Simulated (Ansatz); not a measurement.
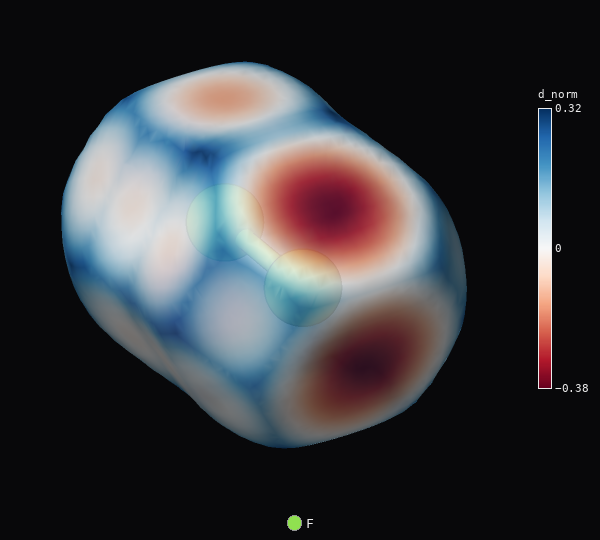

Hirshfeld surface computed for the F₂ molecule in F (C2/c, No. 15), coloured by d_norm.

The surface is where the fragment's share of the procrystal density (the sum of the densities of spherically averaged neutral Hartree-Fock atoms) equals one half. d_i and d_e are the distances from the surface to the nearest nucleus inside and outside; d_norm adds both, each measured against its van der Waals radius (Alvarez: F 1.46 Å), so red marks contacts shorter than the sum of radii, white equal and blue longer.

The cell is taken from the input geometry of an electronic-structure calculation (not necessarily at equilibrium).

```xyz
8
Lattice="4.9086 0.0000 0.0000 0.0000 3.0499 0.0000 -0.0894 0.0000 6.1166" Properties=species:S:1:pos:R:3 pbc="T T T"
F     3.6752    2.6043    0.6252
F     1.1887    2.6043    2.4331
F     1.1440    0.4456    5.4914
F     3.6305    0.4456    3.6835
F     1.2209    1.0793    0.6252
F     3.6430    1.0793    2.4331
F     3.5982    1.9706    5.4914
F     1.1762    1.9706    3.6835
```

Which contact with the surroundings is the closest relative to the atoms' sizes?

F···F at 2.37 Å, 81 % of the sum of the van der Waals radii.

How is the surface shared among contacts (both directions of a pair summed)?

F···F 100 %.

Give the size and shape of the surface.

It encloses about 21.5 Å³, has an area of about 40 Å² and a globularity of 0.94 (1 for a sphere).
